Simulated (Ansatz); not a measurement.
Consider CuO.

```
Cu O
1.0
     4.65783    0.00000    0.00000
     0.00000    3.40380    0.00000
    -0.85478    0.00000    5.02548
Cu O
4 4
Direct
  0.25000 0.75320 0.50000
  0.75000 0.25320 0.50000
  0.25000 0.24680 0.00000
  0.75000 0.74680 0.00000
  0.48850 0.08290 0.75370
  0.98850 0.58290 0.75370
  0.48850 0.91710 0.25370
  0.98850 0.41710 0.25370
```

Space group Cc; not relaxed (largest force 0.8 eV/Å); computed pressure about 10 GPa in this cell.

Theory: Kohn-Sham DFT of a periodic cell, PBE, Ansatz PAW in Ansatz.

Q: Predict the valence pseudo-density and electron localisation function between the atoms.

A: Cu–O (1.89 Å): ρ at the midpoint is about 0.74 e/Å³; the ELF peaks at about 0.80 in the valence shell of O, 0.6 Å from its nucleus, and is about 0.20 at the midpoint (no shared electron pair shows on this line).
Cu–O (2.01 Å): ρ at the midpoint is about 0.56 e/Å³; the ELF peaks at about 0.85 in the valence shell of O, 0.6 Å from its nucleus, and is about 0.20 at the midpoint; no localised pair shows between them.

Q: Does the calculation make it a metal, or give it a gap?

A: It is metallic or semimetallic at this level of theory: no gap opens; semilocal functionals without U, or without the true magnetic order, often close the gap of such compounds.

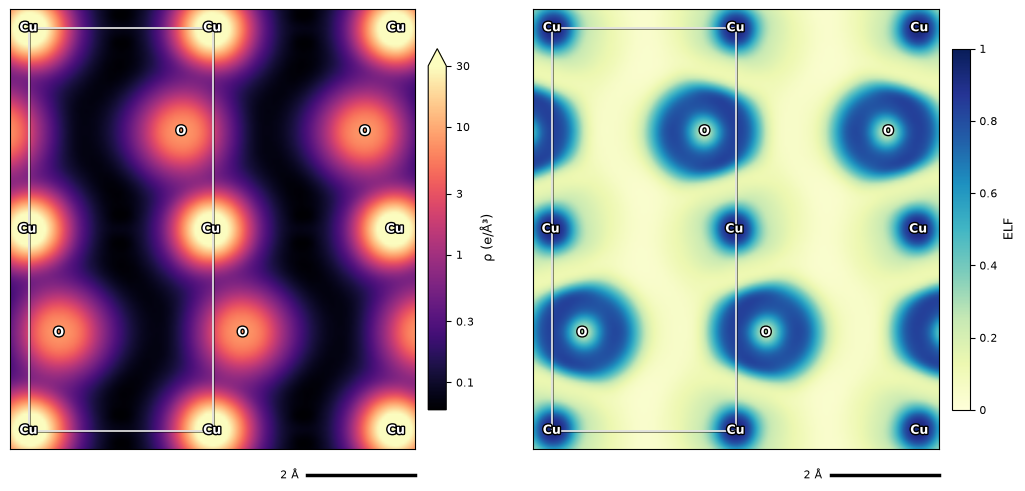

Computed valence pseudo-density and electron localisation function on the (101) plane of the conventional cell, in this order. 

In a PAW calculation such maps are meaningful between the atoms, not at the nuclei.
